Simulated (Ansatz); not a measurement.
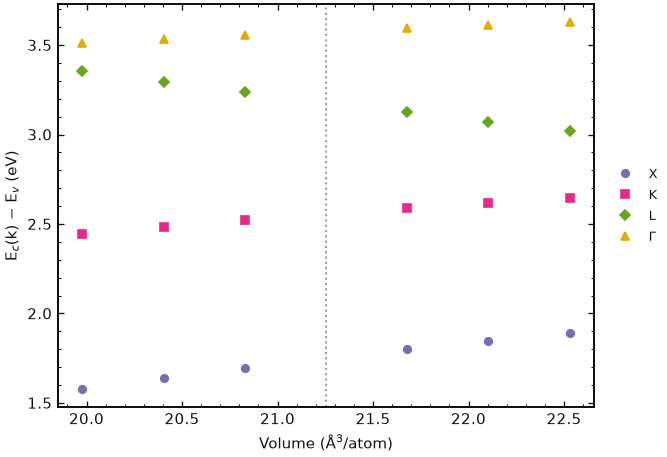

Lowest conduction level at each named k point, counted from the valence-band top at Γ. One run is left out (dotted line).

System: zincblende BeTe, space group F-43m (No. 216), 2 atoms in the primitive cell. The cell is scaled uniformly. Method: PBEsol, Ansatz PAW, no spin polarisation, no spin-orbit coupling, 8×8×8 k mesh, 420 eV cutoff (Ansatz 0.2.0).

| volume | X (eV) | K (eV) | L (eV) | Γ (eV) |
| --- | --- | --- | --- | --- |
| 19.98 Å³/atom | 1.58 | 2.45 | 3.36 | 3.51 |
| 20.40 Å³/atom | 1.64 | 2.49 | 3.29 | 3.54 |
| 20.83 Å³/atom | 1.70 | 2.52 | 3.24 | 3.56 |
| 21.68 Å³/atom | 1.80 | 2.59 | 3.12 | 3.60 |
| 22.10 Å³/atom | 1.85 | 2.62 | 3.07 | 3.61 |
| 22.53 Å³/atom | 1.89 | 2.65 | 3.02 | 3.63 |

Estimate the values at 21.25 Å³/atom.

Fits through the other points against the logarithm of the volume give 1.74 eV at X, 2.55 eV at K, 3.18 eV at L and 3.57 eV at Γ (straight lines). The run itself gives 1.75, 2.56, 3.18 and 3.58 eV, within 0.01 eV of the estimates.

Which of these conduction levels is lowest, and does that change?

The lowest is the one at X, over the whole range, so among these points the gap stays indirect.

What are the deformation potentials dE/d ln V?

Straight lines against ln V have slopes of +2.6 eV at X, +1.7 eV at K, −2.8 eV at L and +1.0 eV at Γ.

Spin-orbit coupling is left out, which matters for Te. The PAW data sets were made with another functional. LDA, GGA and most meta-GGA functionals understate gaps. The lowest empty level at Γ is threefold here, not the s-like one.
